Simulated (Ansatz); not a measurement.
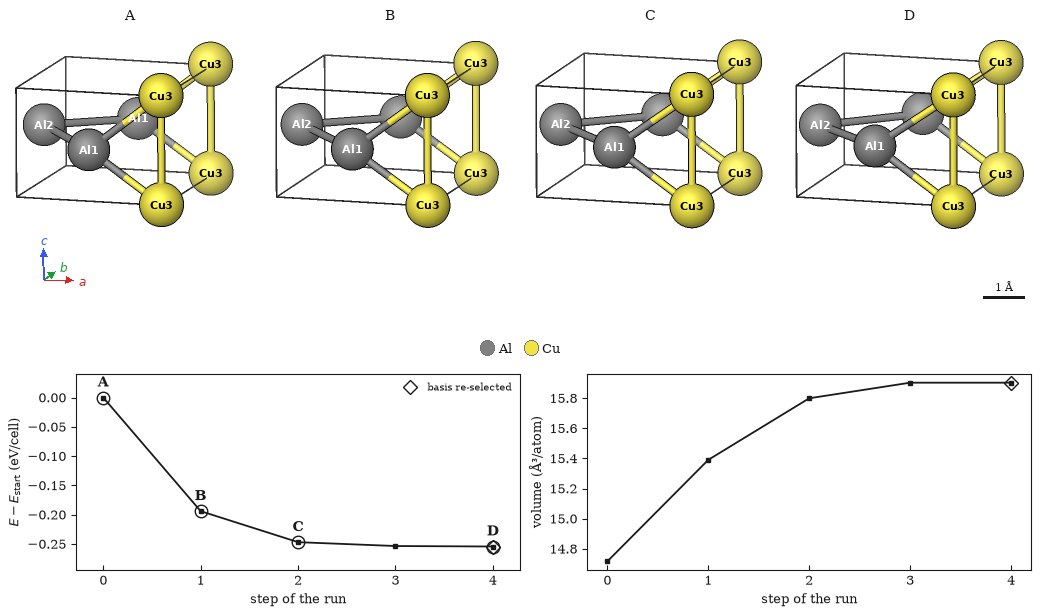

Frames of a relaxation of crystalline Al₂Cu (set up in P1), marked on the history of the run. The picture is a ball-and-stick view of the cell of the calculation, seen slightly off an axis.

Case: all atoms moved at random, sigma 0.05 Å for each component, cell strained at random, sigma 0.06; relaxed back.

Theory: DFT r2SCAN, scalar-relativistic, plane waves, PAW (Ansatz 0.2.0). (plane-wave cutoff 500 eV; k-point mesh 8 × 8 × 12; occupations gaussian; smearing width 0.15 eV; no spin polarisation; cell and atoms relaxed; force threshold 0.01 eV/Å; at most 80 steps)

**What happens along the run?**

Al2 moves most relative to the cell: 0.10 Å along [−1 0 −1]. Largest moves by element: Al 0.10 Å, Cu 0.06 Å. The drawn cell changes as follows: a 3.827 → 4.096 Å (+7.0 %), b 4.143 → 4.096 Å (−1.1 %), c 2.785 → 2.843 Å (+2.1 %), α 91.0° → 90.0°, γ 89.1° → 90.0°; the volume changes by +8.1 %. Near-neighbour distances that change, for instance: Al1–Cu3 2.286 → 2.493 Å, Al1–Cu3 (another image) 2.332 → 2.493 Å, Al1–Al2 2.739 → 2.896 Å, Al1–Al2 (another image) 2.768 → 2.896 Å. The space group (tolerance 0.01 Å) goes from P1 (No. 1) to P4/mmm (No. 123). Over 3 accepted moves (4 points after the start) the energy falls by 0.254 eV per cell of the calculation. Largest force component: 0.59 eV/Å at the start, 0.0013 eV/Å at the end. The pressure goes from 10.33 to −0.01 GPa. At 1 point the geometry stayed and the basis and grid were re-selected for the new cell (energy shift of 0.8 meV per cell of the calculation at most each time). Cost: 88 s on 2 threads of Intel(R) Xeon(R) 6975P-C (Granite Rapids), on a shared host, peak memory 0.83 GiB. From step 0 to 1: Al2 moves most (0.05 Å), volume +4.6 %, energy −0.194 eV per cell of the calculation. From step 1 to 2: Al2 moves most (0.04 Å), volume +2.7 %, energy −52.9 meV per cell of the calculation. From step 2 to 4: Al1 moves most (0.03 Å), volume +0.7 %, energy −7.4 meV per cell of the calculation.

```csv
step,"E − E(0), meV/atom","largest force component, eV/Å","pressure, GPa","volume, Å³/atom",note
0,0.00,0.5850,10.33,14.717,
1,-64.66,0.3704,3.85,15.390,
2,-82.31,0.1729,0.68,15.799,
3,-84.50,0.0012,-0.03,15.903,
4,-84.77,0.0013,-0.01,15.903,"same geometry, new basis"
```
